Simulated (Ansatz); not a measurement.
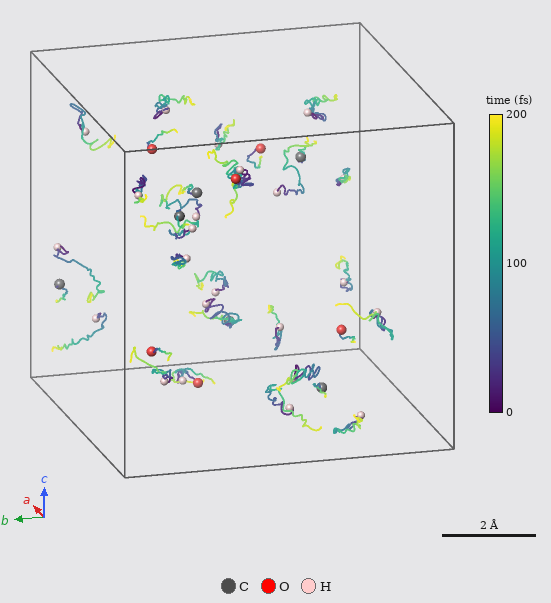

A Born-Oppenheimer molecular dynamics run of a periodic cell with 6 CH3OH at 0.794 g/cm³, 200 fs long. It starts from the last geometry of an earlier run, with fresh velocities. Lines trace each atom's path, coloured by time; spheres stand at the starting positions. Seen from a free direction in the simulation cell.

Level of theory: Ansatz 0.2.0, DFT PBE-D3(BJ), scalar-relativistic, plane waves, PAW. Run with plane-wave cutoff 420 eV; k-point mesh 1 × 1 × 1; Fermi-Dirac smearing 0.05 eV; low-accuracy preset; Langevin thermostat (NVT); set temperature 300 K; time step 0.5 fs; friction 0.02 per fs.

Input
```yaml
accuracy: low
crystal:
  lattice:
    - [7.380323, 0.0, 0.0]
    - [0.0, 7.380323, 0.0]
    - [0.0, 0.0, 7.380323]
  atoms:
    - { symbol: C, position: [0.92405242, 0.93469958, 0.30425847] }
    - { symbol: O, position: [1.11652108, 0.88552083, 0.34142781] }
    - { symbol: H, position: [0.86852352, 0.95631107, 0.43656826] }
    - { symbol: H, position: [1.15843297, 0.83514426, 0.23256127] }
    - { symbol: H, position: [0.91498699, 1.07305553, 0.23692132] }
    - { symbol: H, position: [0.84979363, 0.84551537, 0.21356526] }
    - { symbol: C, position: [0.42340436, 0.66023349, 0.71466248] }
    - { symbol: O, position: [0.4745736, 0.78196506, 0.84324577] }
    - { symbol: H, position: [0.2980854, 0.70959913, 0.64796027] }
    - { symbol: H, position: [0.55825949, 0.71557134, 0.93185506] }
    - { symbol: H, position: [0.52183926, 0.63471518, 0.60846068] }
    - { symbol: H, position: [0.39848618, 0.53740106, 0.78037316] }
    - { symbol: C, position: [0.0098521, 0.8314234, 0.78515563] }
    - { symbol: O, position: [0.00940014, 0.66040581, 0.88473185] }
    - { symbol: H, position: [-0.13009495, 0.87190258, 0.78309264] }
    - { symbol: H, position: [0.13031539, 0.61261665, 0.8704484] }
    - { symbol: H, position: [0.08694647, 0.93386783, 0.83442647] }
    - { symbol: H, position: [0.04704597, 0.79920266, 0.64071986] }
    - { symbol: C, position: [0.69953692, 0.48252004, 0.21935885] }
    - { symbol: O, position: [0.6962761, 0.57899504, 0.03998588] }
    - { symbol: H, position: [0.64396939, 0.34504558, 0.20708506] }
    - { symbol: H, position: [0.82712487, 0.58817756, 0.00756123] }
    - { symbol: H, position: [0.84074492, 0.48454102, 0.26524898] }
    - { symbol: H, position: [0.62233932, 0.57541681, 0.30466772] }
    - { symbol: C, position: [0.2069217, 0.34230631, 0.15491569] }
    - { symbol: O, position: [0.31735605, 0.25127299, 0.29072354] }
    - { symbol: H, position: [0.30122343, 0.4131456, 0.07036491] }
    - { symbol: H, position: [0.25362157, 0.16057918, 0.35640429] }
    - { symbol: H, position: [0.11881393, 0.24864206, 0.089254] }
    - { symbol: H, position: [0.13307014, 0.45193588, 0.21423751] }
    - { symbol: C, position: [0.71932109, 0.26033856, 0.69851422] }
    - { symbol: O, position: [0.90484242, 0.32884147, 0.67301169] }
    - { symbol: H, position: [0.70888655, 0.13090348, 0.62404498] }
    - { symbol: H, position: [0.90929299, 0.45649294, 0.69573647] }
    - { symbol: H, position: [0.68971206, 0.24761052, 0.84204672] }
    - { symbol: H, position: [0.63431523, 0.3563819, 0.62385532] }
basis:
  ecutwfc: 420.0
kpoints:
  mp_grid: { grid: [1, 1, 1] }
hamiltonian:
  xc: pbe
  dispersion: d3bj
scf:
  occupations: { method: fermi_dirac, width: 0.05 }
  lower_state_search: "off"
md:
  timestep: 0.5
  n_steps: 400
  ensemble: nvt_langevin
  temperature: 300.0
  initial_velocities: maxwell_boltzmann
  seed: 216133
  friction: 0.02
```

Launched with:
```bash
ansatz run input.yaml --threads 1 --pin off --max-ram 3072MiB --backend cpu --events-out ev --progress --plain --runs-dir out
```

### How do the atoms move?

In the second half of the run the atoms are, in the root-mean-square, this far from where they began (common drift taken out): H 0.64 Å, O 0.40 Å, C 0.28 Å. The heavy atoms stay within a fraction of a molecule's size of their starting places; so short a run doesn't tell a liquid from a solid. Over the second half the temperature averages 314 K (spread ±24 K). The potential energy is still drifting at the end, so the run hasn't reached equilibrium. The potential energy in the second half lies on average 4.6 meV per atom below the first frame.

Limits of the set-up: the program's low-accuracy preset was used; the periodic images lie only 7.4 Å apart, so the values are limited by the cell's size.
